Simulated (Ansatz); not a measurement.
# Zr in Cu(100), 2x2: scattering by a point defect, part 2 of 3

How strong a scatterer is Zr in Cu(100), 2x2, and does relaxation matter?

Ansatz 0.2.0; Ansatz plane-wave DFT, PBE, PAW files; ballistic transport by layer matching (Landauer), zero bias; PAW set soft_1 (the session's first sound run).

So far, resistivity per at.% scaled from this dense plane, with the factor 3/4 for isotropic scattering (µΩ cm): step 3 (resistance at ideal sites) 10.9.

### 4. Relaxing the neighbours

The neighbours of the defect are let go while the lead's layers stay on their sites, since a lead must repeat to 0.01 Å.

This step: Ansatz plane-wave DFT, PBE, PAW files; relaxation with the lead's layers held; PAW set soft_1 (Ansatz 0.2.0).

input.yaml

```yaml
crystal:
  lattice:
    - [5.1123254594, 0.0, 0.0]
    - [0.0, 5.1123254594, 0.0]
    - [0.0, 0.0, 25.30472]
  atoms:
    - { symbol: Cu, position: [0.0, 0.0, 0.0357142857] }
    - { symbol: Cu, position: [0.0, 0.5, 0.0357142857] }
    - { symbol: Cu, position: [0.5, 0.0, 0.0357142857] }
    - { symbol: Cu, position: [0.5, 0.5, 0.0357142857] }
    - { symbol: Cu, position: [0.25, 0.25, 0.1071428571] }
    - { symbol: Cu, position: [0.25, 0.75, 0.1071428571] }
    - { symbol: Cu, position: [0.75, 0.25, 0.1071428571] }
    - { symbol: Cu, position: [0.75, 0.75, 0.1071428571] }
    - { symbol: Cu, position: [0.0, 0.0, 0.1785714286] }
    - { symbol: Cu, position: [0.0, 0.5, 0.1785714286] }
    - { symbol: Cu, position: [0.5, 0.0, 0.1785714286] }
    - { symbol: Cu, position: [0.5, 0.5, 0.1785714286] }
    - { symbol: Cu, position: [0.25, 0.25, 0.25] }
    - { symbol: Cu, position: [0.25, 0.75, 0.25] }
    - { symbol: Cu, position: [0.75, 0.25, 0.25] }
    - { symbol: Cu, position: [0.75, 0.75, 0.25] }
    - { symbol: Cu, position: [0.0, 0.0, 0.3214285714] }
    - { symbol: Cu, position: [0.0, 0.5, 0.3214285714] }
    - { symbol: Cu, position: [0.5, 0.0, 0.3214285714] }
    - { symbol: Cu, position: [0.5, 0.5, 0.3214285714] }
    - { symbol: Cu, position: [0.25, 0.25, 0.3928571429] }
    - { symbol: Cu, position: [0.25, 0.75, 0.3928571429] }
    - { symbol: Cu, position: [0.75, 0.25, 0.3928571429] }
    - { symbol: Cu, position: [0.75, 0.75, 0.3928571429] }
    - { symbol: Cu, position: [0.0, 0.0, 0.4642857143] }
    - { symbol: Cu, position: [0.0, 0.5, 0.4642857143] }
    - { symbol: Cu, position: [0.5, 0.0, 0.4642857143] }
    - { symbol: Cu, position: [0.5, 0.5, 0.4642857143] }
    - { symbol: Zr, position: [0.25, 0.25, 0.5357142857] }
    - { symbol: Cu, position: [0.25, 0.75, 0.5357142857] }
    - { symbol: Cu, position: [0.75, 0.25, 0.5357142857] }
    - { symbol: Cu, position: [0.75, 0.75, 0.5357142857] }
    - { symbol: Cu, position: [0.0, 0.0, 0.6071428571] }
    - { symbol: Cu, position: [0.0, 0.5, 0.6071428571] }
    - { symbol: Cu, position: [0.5, 0.0, 0.6071428571] }
    - { symbol: Cu, position: [0.5, 0.5, 0.6071428571] }
    - { symbol: Cu, position: [0.25, 0.25, 0.6785714286] }
    - { symbol: Cu, position: [0.25, 0.75, 0.6785714286] }
    - { symbol: Cu, position: [0.75, 0.25, 0.6785714286] }
    - { symbol: Cu, position: [0.75, 0.75, 0.6785714286] }
    - { symbol: Cu, position: [0.0, 0.0, 0.75] }
    - { symbol: Cu, position: [0.0, 0.5, 0.75] }
    - { symbol: Cu, position: [0.5, 0.0, 0.75] }
    - { symbol: Cu, position: [0.5, 0.5, 0.75] }
    - { symbol: Cu, position: [0.25, 0.25, 0.8214285714] }
    - { symbol: Cu, position: [0.25, 0.75, 0.8214285714] }
    - { symbol: Cu, position: [0.75, 0.25, 0.8214285714] }
    - { symbol: Cu, position: [0.75, 0.75, 0.8214285714] }
    - { symbol: Cu, position: [0.0, 0.0, 0.8928571429] }
    - { symbol: Cu, position: [0.0, 0.5, 0.8928571429] }
    - { symbol: Cu, position: [0.5, 0.0, 0.8928571429] }
    - { symbol: Cu, position: [0.5, 0.5, 0.8928571429] }
    - { symbol: Cu, position: [0.25, 0.25, 0.9642857143] }
    - { symbol: Cu, position: [0.25, 0.75, 0.9642857143] }
    - { symbol: Cu, position: [0.75, 0.25, 0.9642857143] }
    - { symbol: Cu, position: [0.75, 0.75, 0.9642857143] }
kpoints:
  mp_grid: { grid: [4, 4, 1] }
hamiltonian:
  xc: pbe
  pseudopotentials: { kind: paw, azcp: { folder: soft_1 } }
scf:
  occupations: { method: fermi_dirac, width: 0.1 }
relax:
  f_tol: 0.03
  max_steps: 40
  constraints:
    - { sites: [0, 1, 2, 3, 4, 5, 6, 7, 8, 9, 10, 11, 12, 13, 14, 15, 40, 41, 42, 43, 44, 45, 46, 47, 48, 49, 50, 51, 52, 53, 54, 55] }
```

Run with:

```
$ ansatz run input.yaml --threads 4 --pin off --max-ram 15360MiB --backend cpu --events-out ev --progress --plain --runs-dir out
```

Numbers of over 12 decimals in the logs are rounded to 6 here.

The log of the run:

```text
Warning: crystal.symmetry: narrowed to the stabiliser of the relax constraints — unitary ops 16 → 8; lowered at sites 16, 17, 18, 19, 40, 41, 42, 43 (the operations that carried what is held of a site onto what its image site leaves free; the constrained walk keeps no symmetry that its constraints do not admit)
[...]
Crystal: 56 atoms, lattice volume = 661.361 Å³
Basis set: ecut = 420 eV, 12885 PW (Γ), exchange–correlation on 72×72×360 points (8 copies of the dense FFT grid, shifted against one another)
Bands: 635, of which v1, the nominal top of the filled ones, is band 529 counted from 1 (528 counted from 0)
Symmetry: 8 space group operations
k-points: 6 of 16
[...]
SCF iter   1: F=—  HF=-368639.080282 eV  |F-HF|=—  |Δ(HF+E_count)|=         —  Δρ=3.07e-1  dr2=9.71e2  ethr=3.10e-3  ⟨swp⟩=5.3  Hψ=12586  notcnv=0  defer=77
[...]
SCF iter  13: F=-368567.675129 eV  HF=-368567.675143 eV  |F-HF|=1.35e-5  |Δ(HF+E_count)|=   1.23e-6  Δρ=4.10e-5  dr2=1.25e-5  ethr=2.13e-9  ⟨swp⟩=3.0  Hψ=9981  notcnv=0
SCF 1 converged in 13 iterations: F = -368567.675129 eV  dr2 = 1.25e-5
[...]
relax step   1: F+E_penalty+E_count = -368567.67512937 eV  Δ(F+E_penalty+E_count) = +0.000e0 eV  max|allowed force component| = 6.257e-1 eV/Å  Δτ_max = 0.0000 Å  (13 SCF iters, dr2 threshold 2.25e-5 eV, accepted)
[...]
iter 1 solved again at ethr=2.62e-5 eV; its pass at ethr=3.10e-3 eV (dr2=2.77e-1 eV) is discarded
[...]
SCF iter   8: F=-368567.974678 eV  HF=-368567.974681 eV  |F-HF|=2.61e-6  |Δ(HF+E_count)|=   1.24e-6  Δρ=7.70e-6  dr2=2.72e-6  ethr=2.31e-9  ⟨swp⟩=2.0  Hψ=7020  notcnv=0
SCF 2 converged in 8 iterations: F = -368567.974678 eV  dr2 = 2.72e-6
[...]
relax step   2: F+E_penalty+E_count = -368567.97467815 eV  Δ(F+E_penalty+E_count) = -2.995e-1 eV  max|allowed force component| = 2.900e-1 eV/Å  Δτ_max = 0.0649 Å  (8 SCF iters, dr2 threshold 2.45e-5 eV, accepted)
SCF iter   1: F=—  HF=-368568.133653 eV  |F-HF|=—  |Δ(HF+E_count)|=         —  Δρ=6.13e-3  dr2=2.65e-1  ethr=1.96e-4  ⟨swp⟩=5.2  Hψ=9216  notcnv=0  defer=389
[...]
SCF iter   9: F=-368568.074438 eV  HF=-368568.074441 eV  |F-HF|=3.03e-6  |Δ(HF+E_count)|=   4.68e-7  Δρ=7.94e-6  dr2=3.04e-6  ethr=4.97e-10  ⟨swp⟩=3.0  Hψ=9431  notcnv=0
SCF 3 converged in 9 iterations: F = -368568.074438 eV  dr2 = 3.04e-6
relax step   3: F+E_penalty+E_count = -368568.07443823 eV  Δ(F+E_penalty+E_count) = -9.976e-2 eV  max|allowed force component| = 4.680e-2 eV/Å  Δτ_max = 0.0726 Å  (9 SCF iters, dr2 threshold 5.26e-6 eV, accepted)
SCF iter   1: F=—  HF=-368568.074812 eV  |F-HF|=—  |Δ(HF+E_count)|=         —  Δρ=3.84e-4  dr2=6.66e-4  ethr=1.05e-6  ⟨swp⟩=4.3  Hψ=7966  notcnv=0  defer=453
[...]
SCF iter   8: F=-368568.075153 eV  HF=-368568.075153 eV  |F-HF|=3.75e-8  |Δ(HF+E_count)|=   1.15e-8  Δρ=9.06e-7  dr2=3.55e-8  ethr=9.46e-12  ⟨swp⟩=3.0  Hψ=10012  notcnv=0
SCF 4 converged in 8 iterations: F = -368568.075153 eV  dr2 = 3.55e-8
relax step   4: F+E_penalty+E_count = -368568.07515261 eV  Δ(F+E_penalty+E_count) = -7.144e-4 eV  max|allowed force component| = 1.832e-2 eV/Å  Δτ_max = 0.0060 Å  (8 SCF iters, accepted)
SCF converged after 8 iterations
Free energy (F): -368568.075153 eV
[...]
Internal energy: -368567.338964 eV  (E = F + TS)
E sigma→0 (E₀):  -368567.707058 eV
Entropy (-TS):   -0.736188 eV (-13.146 meV/atom)
Fermi energy:    16.658793 eV
[...]
--- Forces (eV/Å), atoms counted from 1 ---
  atom   1  Cu    -0.00691436    -0.00691436    -0.00020450
  atom   2  Cu    -0.00691436     0.00691436    -0.00020450
  atom   3  Cu     0.00691436    -0.00691436    -0.00020450
  atom   4  Cu     0.00691436     0.00691436    -0.00020450
  atom   5  Cu     0.00000000     0.00000000    -0.02821559
  atom   6  Cu     0.00000000     0.00000000     0.00813982
  atom   7  Cu     0.00000000     0.00000000     0.00813982
  atom   8  Cu     0.00000000     0.00000000    -0.00455159
  atom   9  Cu    -0.00671209    -0.00671209    -0.00845856
  atom  10  Cu    -0.00671209     0.00671209    -0.00845856
  atom  11  Cu     0.00671209    -0.00671209    -0.00845856
  atom  12  Cu     0.00671209     0.00671209    -0.00845856
  atom  13  Cu    -0.00000000     0.00000000    -0.23452020
  atom  14  Cu    -0.00000000     0.00000000    -0.12992451
  atom  15  Cu    -0.00000000     0.00000000    -0.12992451
  atom  16  Cu     0.00000000     0.00000000    -0.18610856
  atom  17  Cu     0.00463583     0.00463583     0.00007117
  atom  18  Cu     0.00463583    -0.00463583     0.00007117
  atom  19  Cu    -0.00463583     0.00463583     0.00007117
  atom  20  Cu    -0.00463583    -0.00463583     0.00007117
  atom  21  Cu     0.00000000     0.00000000     0.01832029
  atom  22  Cu     0.00000000     0.00000000     0.00092511
  atom  23  Cu    -0.00000000     0.00000000     0.00092511
  atom  24  Cu    -0.00000000     0.00000000    -0.01342517
  atom  25  Cu    -0.00091460    -0.00091460     0.00262608
  atom  26  Cu    -0.00091460     0.00091460     0.00262608
  atom  27  Cu     0.00091460    -0.00091460     0.00262608
  atom  28  Cu     0.00091460     0.00091460     0.00262608
  atom  29  Zr     0.00000000     0.00000000    -0.00246345
  atom  30  Cu    -0.00000000     0.00000000     0.00072217
  atom  31  Cu     0.00000000     0.00000000     0.00072217
  atom  32  Cu     0.00000000     0.00000000     0.00098674
  atom  33  Cu     0.00078308     0.00078308    -0.00260628
  atom  34  Cu     0.00078308    -0.00078308    -0.00260628
  atom  35  Cu    -0.00078308     0.00078308    -0.00260628
  atom  36  Cu    -0.00078308    -0.00078308    -0.00260628
  atom  37  Cu    -0.00000000     0.00000000    -0.01059567
  atom  38  Cu    -0.00000000     0.00000000    -0.00066680
  atom  39  Cu     0.00000000     0.00000000    -0.00066680
  atom  40  Cu    -0.00000000     0.00000000     0.00437513
[...]
atom  45  Cu    -0.00000000     0.00000000     0.01797916
  atom  46  Cu     0.00000000     0.00000000    -0.03866133
  atom  47  Cu     0.00000000     0.00000000    -0.03866133
  atom  48  Cu     0.00000000     0.00000000     0.05550042
  atom  49  Cu    -0.00634762    -0.00634762     0.00118115
  atom  50  Cu    -0.00634762     0.00634762     0.00118115
  atom  51  Cu     0.00634762    -0.00634762     0.00118115
  atom  52  Cu     0.00634762     0.00634762     0.00118115
  atom  53  Cu     0.00000000     0.00000000     0.02665847
  atom  54  Cu     0.00000000     0.00000000    -0.00672090
  atom  55  Cu    -0.00000000     0.00000000    -0.00672090
  atom  56  Cu     0.00000000     0.00000000     0.00338576
  max |Σ_I F_I| component: 6.18e-5 eV/Å
--- Relaxed structure (4 steps of the walk, 4 accepted, 0 SCFs on fresh bases) ---
  F+E_penalty+E_count = -368568.07515261 eV   max|allowed force component| = 1.832e-2 eV/Å
  atoms:
    - { symbol: Cu, position: [0.0, 0.0, 0.035714] }
    - { symbol: Cu, position: [0.0, 0.500000, 0.035714] }
    - { symbol: Cu, position: [0.500000, 0.0, 0.035714] }
    - { symbol: Cu, position: [0.500000, 0.500000, 0.035714] }
    - { symbol: Cu, position: [0.250000, 0.250000, 0.107143] }
    - { symbol: Cu, position: [0.250000, 0.750000, 0.107143] }
    - { symbol: Cu, position: [0.750000, 0.250000, 0.107143] }
    - { symbol: Cu, position: [0.750000, 0.750000, 0.107143] }
    - { symbol: Cu, position: [0.0, 0.0, 0.178571] }
    - { symbol: Cu, position: [0.0, 0.500000, 0.178571] }
    - { symbol: Cu, position: [0.500000, 0.0, 0.178571] }
    - { symbol: Cu, position: [0.500000, 0.500000, 0.178571] }
    - { symbol: Cu, position: [0.250000, 0.250000, 0.250000] }
    - { symbol: Cu, position: [0.250000, 0.750000, 0.250000] }
    - { symbol: Cu, position: [0.750000, 0.250000, 0.250000] }
    - { symbol: Cu, position: [0.750000, 0.750000, 0.250000] }
    - { symbol: Cu, position: [0.00133625, 0.00133625, 0.319692] }
    - { symbol: Cu, position: [0.00133625, 0.498664, 0.319692] }
    - { symbol: Cu, position: [0.498664, 0.00133625, 0.319692] }
    - { symbol: Cu, position: [0.498664, 0.498664, 0.319692] }
    - { symbol: Cu, position: [0.250000, 0.250000, 0.391186] }
    - { symbol: Cu, position: [0.250000, 0.750000, 0.389682] }
    - { symbol: Cu, position: [0.750000, 0.250000, 0.389682] }
    - { symbol: Cu, position: [0.750000, 0.750000, 0.387201] }
    - { symbol: Cu, position: [-0.00716402, -0.00716402, 0.459714] }
    - { symbol: Cu, position: [-0.00716402, 0.507164, 0.459714] }
    - { symbol: Cu, position: [0.507164, -0.00716402, 0.459714] }
    - { symbol: Cu, position: [0.507164, 0.507164, 0.459714] }
    - { symbol: Zr, position: [0.250000, 0.250000, 0.534832] }
    - { symbol: Cu, position: [0.250000, 0.750000, 0.534868] }
    - { symbol: Cu, position: [0.750000, 0.250000, 0.534868] }
    - { symbol: Cu, position: [0.750000, 0.750000, 0.534888] }
    - { symbol: Cu, position: [-0.0069904, -0.0069904, 0.610017] }
    - { symbol: Cu, position: [-0.0069904, 0.506990, 0.610017] }
    - { symbol: Cu, position: [0.506990, -0.0069904, 0.610017] }
    - { symbol: Cu, position: [0.506990, 0.506990, 0.610017] }
    - { symbol: Cu, position: [0.250000, 0.250000, 0.678771] }
    - { symbol: Cu, position: [0.250000, 0.750000, 0.680069] }
    - { symbol: Cu, position: [0.750000, 0.250000, 0.680069] }
    - { symbol: Cu, position: [0.750000, 0.750000, 0.682323] }
    - { symbol: Cu, position: [0.0, 0.0, 0.750000] }
[...]
- { symbol: Cu, position: [0.250000, 0.250000, 0.821429] }
    - { symbol: Cu, position: [0.250000, 0.750000, 0.821429] }
    - { symbol: Cu, position: [0.750000, 0.250000, 0.821429] }
    - { symbol: Cu, position: [0.750000, 0.750000, 0.821429] }
    - { symbol: Cu, position: [0.0, 0.0, 0.892857] }
    - { symbol: Cu, position: [0.0, 0.500000, 0.892857] }
    - { symbol: Cu, position: [0.500000, 0.0, 0.892857] }
    - { symbol: Cu, position: [0.500000, 0.500000, 0.892857] }
    - { symbol: Cu, position: [0.250000, 0.250000, 0.964286] }
    - { symbol: Cu, position: [0.250000, 0.750000, 0.964286] }
    - { symbol: Cu, position: [0.750000, 0.250000, 0.964286] }
    - { symbol: Cu, position: [0.750000, 0.750000, 0.964286] }
```

The job ended after 9.3 min (4 threads of Arm Neoverse V1, shared host; peak memory 6.7 GiB).

Step by step:

| step | energy less that of the first step (eV) | largest force component (eV/Å) |
| --- | --- | --- |
| 1 | 0.0000 | 0.6257 |
| 2 | -0.2995 | 0.2900 |
| 3 | -0.3993 | 0.0468 |
| 4 | -0.4000 | 0.0183 |

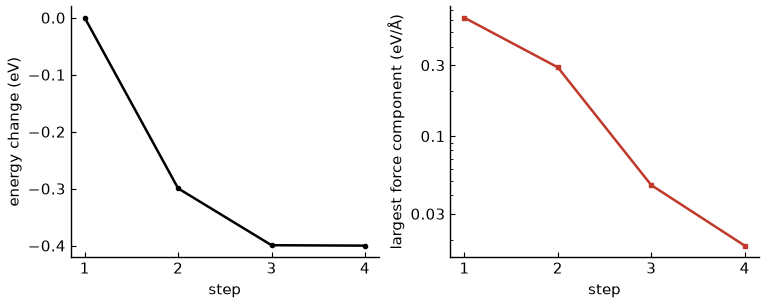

Energy and largest force along the relaxation.

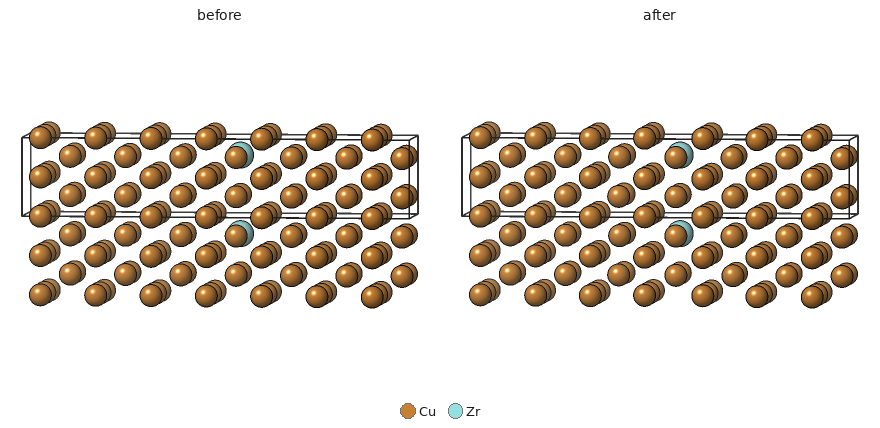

The structure before and after the relaxation, drawn at the same scale.

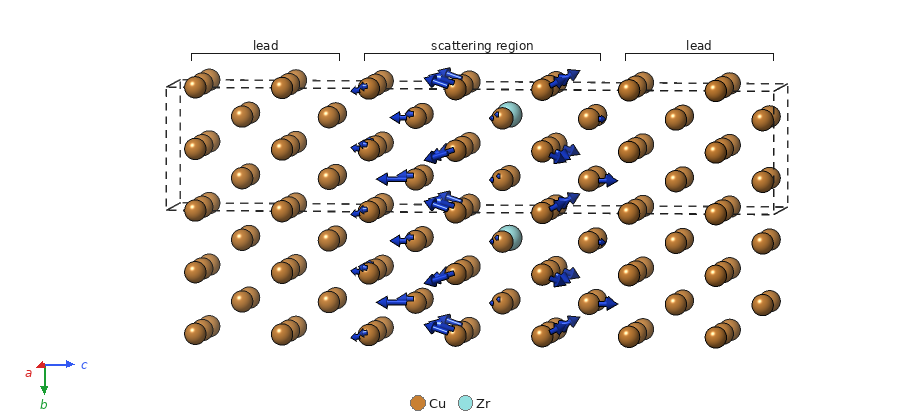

Displacements in the relaxation, exaggerated; the longest in the cell stands for 0.14 Å. 1×2×1 cells are drawn. Some periodic images of atoms are drawn too.

The atoms that moved most (Å):

| atom | dx | dy | dz | length |
| --- | --- | --- | --- | --- |
| Cu24 | 0.000 | 0.000 | -0.143 | 0.143 |
| Cu25 | -0.037 | -0.037 | -0.116 | 0.127 |
| Cu27 | 0.037 | -0.037 | -0.116 | 0.127 |
| Cu26 | -0.037 | 0.037 | -0.116 | 0.127 |
| Cu28 | 0.037 | 0.037 | -0.116 | 0.127 |
| Cu40 | 0.000 | 0.000 | 0.095 | 0.095 |
| Cu36 | 0.036 | 0.036 | 0.073 | 0.089 |
| Cu35 | 0.036 | -0.036 | 0.073 | 0.089 |

This step gave:

- free energy: -368568.0752 eV
- energy at zero smearing: -368567.7071 eV

The largest force component on a free atom ends at 0.018 eV/Å, under the tolerance of 0.03, after 4 steps.

[end of part 2 of 3]

[Logs are printed without paths, hosts, clocks, repeated set-up lines and the standing remarks that a program may print on its own settings, such as how far it seeks lower states.]

[Hosts, paths, dates, database ids (printed as entryN), source tags and the programs' standing remarks are cut or masked in the printed files.]
